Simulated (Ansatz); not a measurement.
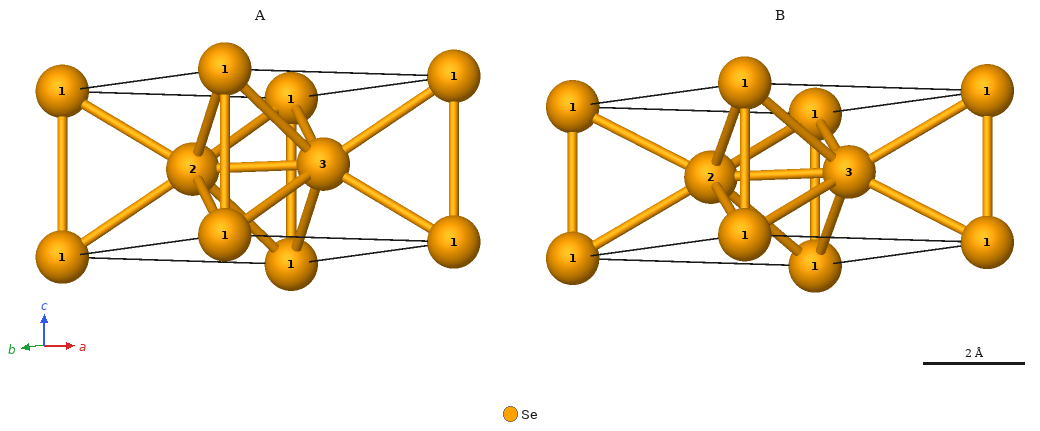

Two geometries of a crystal of Se (a generated structure, set up in P6/mmm), drawn at one scale. One is the start of a relaxation, the other its converged end. A ball-and-stick model of the cell of the calculation, seen from a free direction.

Computed with DFT, PBE, plane waves (420 eV) with PAW, scalar-relativistic in Ansatz 0.2.0. Set-up: plane-wave cutoff 420 eV; k-point mesh 7 × 7 × 10; occupations fermi dirac; smearing width 0.1 eV; no spin polarisation; cell and atoms relaxed; force threshold 0.01 eV/Å; at most 60 steps.

Question: Which one is relaxed?

Answer: Structure A is the relaxed one. Phase: omega (AlB2-type). Over 9 accepted moves (10 points after the start) the energy falls by 27.2 meV per atom. All forces vanish by symmetry, so only the cell relaxes. Pressure: −3.19 GPa at the start and 0.00 GPa at the end. The SCF was repeated once at an unchanged geometry on a basis and grid sized afresh for the cell, which shifted the energy by 0.1 meV per atom at most. The atoms keep their places relative to the cell (all moves are under 0.005 Å). The drawn cell changes as follows: a = b 4.976 → 4.699 Å (−5.6 %), c 3.051 → 3.334 Å (+9.3 %); the volume changes by −2.6 %. Near-neighbour distances that change, for instance: Se1–Se1 3.051 → 3.334 Å, Se2–Se3 2.873 → 2.713 Å, Se1–Se2 3.253 → 3.184 Å. The space group stays P6/mmm (No. 191). The run took 77 s on 1 thread of Intel(R) Xeon(R) Platinum 8259CL CPU @ 2.50GHz (Skylake/Cascade Lake), on a shared host, peak memory 0.57 GiB.
